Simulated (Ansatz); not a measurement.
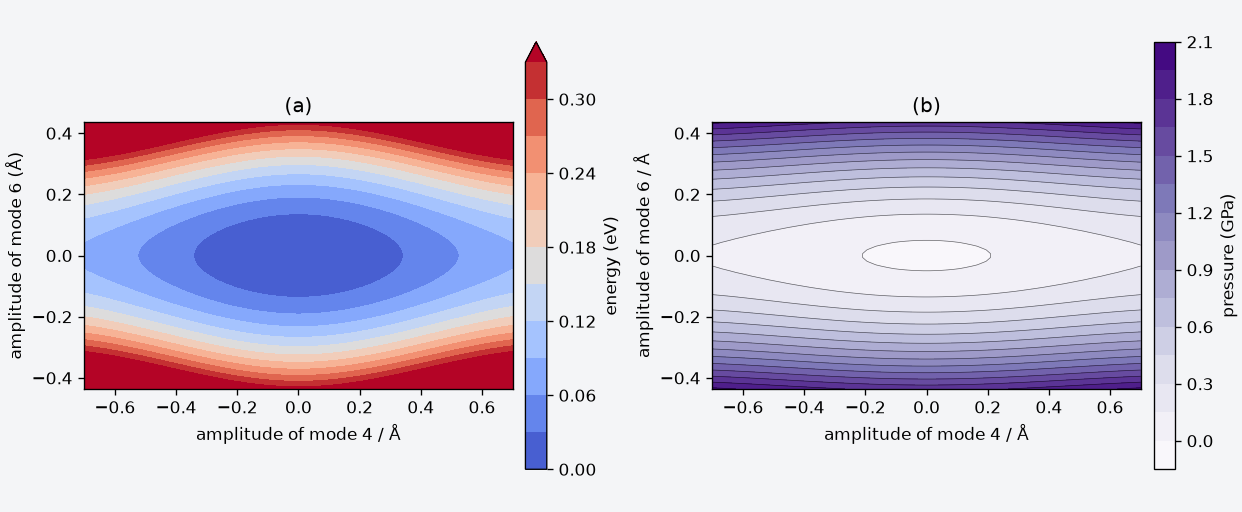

Na (P6_3/mmc, No. 194; 2 atoms in the cell). 
- The energy is mapped over two normal modes frozen in (zone-centre modes of the 2-atom cell of this scan).
- The first coordinate is: amplitude of mode 4 (58 cm⁻¹), largest displacement; the second: amplitude of mode 6 (137 cm⁻¹), largest displacement.
- Nothing is relaxed (the cell and all other modes fixed).
- The scan uses a 7 × 7 grid; 16 points were computed and 33 follow by symmetry.
- Points are written as (first, second).
- All energies are given in eV per cell relative to the lowest grid point.
- Computed with DFT LDA, scalar-relativistic, plane waves, PAW in Ansatz. Settings: cutoff 520 eV, k-mesh 15×15×8 in the order of the run's cell vectors, gaussian smearing 0.15 eV, no spin polarisation.

Panel (a) is the energy; panel (b) is the computed pressure, in GPa.

In the figure: filled contours, one colour for all values above the top of the scale. Between grid points the surface is interpolated.

> How does the pressure vary over the map, and what is it at the lowest grid point?

It runs from −0.02 GPa at (0.000 Å, 0.000 Å) to 1.98 GPa at (−0.700 Å, −0.436 Å). At the lowest grid point, (0.000 Å, 0.000 Å), it is −0.02 GPa.
